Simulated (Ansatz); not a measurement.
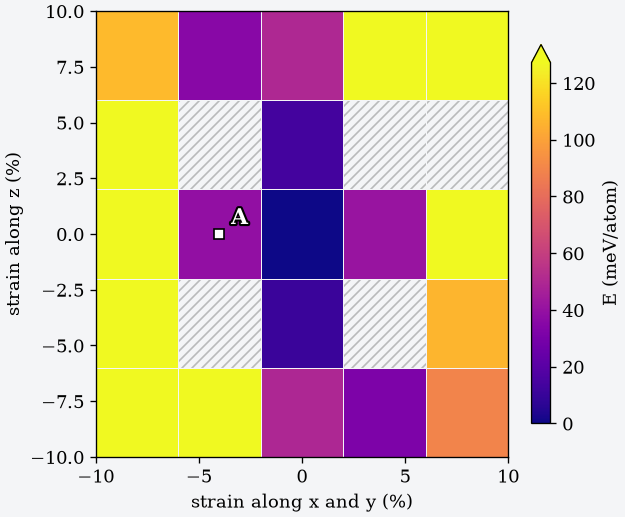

Bi2Se3 (R-3m, No. 166; 5 atoms in the cell). The cell is strained homogeneously, by one strain along x and y and another along z, with fractional coordinates fixed (x along [1 0 0], z along [0 0 1] of the conventional cell). The first coordinate is: strain along x and y; the second: strain along z. Grid: 5 × 5 points. At 5 points there is no value. Points are written as (first, second). Energies: meV/atom, counted from the lowest grid point. The reference cell is the one listed in the database, not relaxed at this level. Level of theory: DFT PBEsol, scalar-relativistic, plane waves, PAW in Ansatz. Settings: cutoff 420 eV, k-mesh 12×12×12, gaussian smearing 0.03 eV, no spin polarisation.

In the figure: one coloured cell a grid point, one colour for all values above the top of the scale, hatched blanks where no value was computed, the point A.

Q: Which way does the force act at A, and how strong is it?

A: A, at (−4 %, 0 %), is not a stationary point. The computed force is 22 meV/atom for each 1 % towards larger values of strain along x and y and 7.6 meV/atom for each 1 % towards larger values of strain along z.
